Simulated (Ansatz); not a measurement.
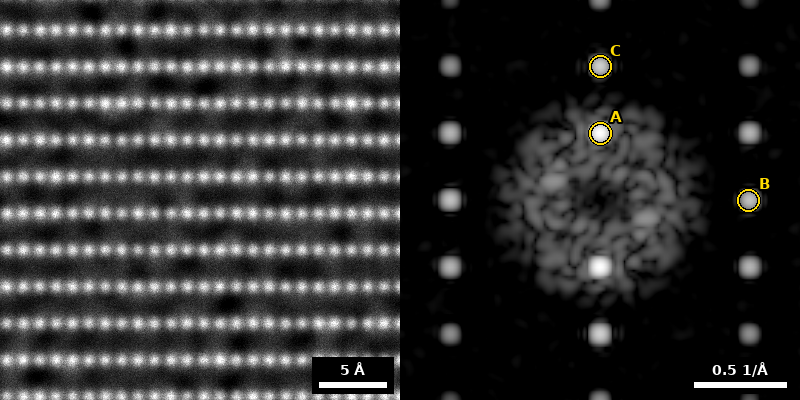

Integrated-DPC-like image of a crystal. Simulated as the projected potential of neutral atoms (B = 0.5 Å²) blurred by a 0.59 Å probe, the thin-sample limit of integrated differential phase contrast. Shot noise and the speckle of an amorphous layer were added.

The right panel is the modulus of the image's Fourier transform on a logarithmic scale.

Question: Which lattice spacings do the marked spots stand for, and what angle do A and B enclose?

Answer: A: 2.8 Å, B: 1.2 Å, C: 1.4 Å; A and B enclose about 90°.

The crystal is Ag (Pm-3m, No. 221) along [210]; the spots are (0 0 -1), (1 -2 0) and (0 0 -2). Structure used: coordinates from a relaxation with DFT PBE, scalar-relativistic, plane waves, PAW (Ansatz); the starting structure was generated, so it need not be a known form of this composition.
